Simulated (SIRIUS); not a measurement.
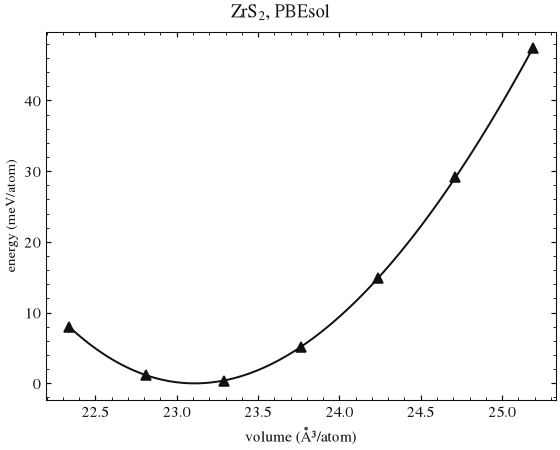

Plotted: energy against volume for ZrS₂, space group P-3m1 (No. 164).

Starting cell:
```
CELL_PARAMETERS angstrom
3.69138 0.00000 0.00000
-1.84569 3.19683 0.00000
0.00000 0.00000 6.04108
ATOMIC_POSITIONS crystal
Zr 0.00000 0.00000 0.00000
S 0.33333 0.66667 0.23791
S 0.66667 0.33333 0.76209
```

Computed with SIRIUS 7.10.0: plane-wave DFT, no spin polarisation; energies at scaled volumes of the given cell, shape and fractions fixed, counted from the fit's minimum, third-order Birch-Murnaghan fit. Level: PBEsol.

| setting | value |
| --- | --- |
| k mesh | 8×8×5 |
| occupations | Fermi–Dirac |
| smearing width | 0.05 eV |
| potentials | dojo sr pbesol 0.4.1 standard |
| wave cutoff | 914.8 eV |
| density cutoff | 3659 eV |

From this curve and the settings, what does the calculation give for the pressure at the same points?

The pressure falls from 3.42 GPa at volume 22.34 Å³/atom to −6.79 GPa at 25.19 Å³/atom, and changes sign near 23.12 Å³/atom.

```json
{"volume (Å³/atom)": "22.34", "pressure (GPa)": "3.42"}
{"volume (Å³/atom)": "22.81", "pressure (GPa)": "1.25"}
{"volume (Å³/atom)": "23.29", "pressure (GPa)": "-0.71"}
{"volume (Å³/atom)": "23.76", "pressure (GPa)": "-2.48"}
{"volume (Å³/atom)": "24.24", "pressure (GPa)": "-4.07"}
{"volume (Å³/atom)": "24.71", "pressure (GPa)": "-5.50"}
{"volume (Å³/atom)": "25.19", "pressure (GPa)": "-6.79"}
```

Limits of the calculation: shape and atomic fractions are frozen while scaling, which makes layered, chain and framework solids too stiff.
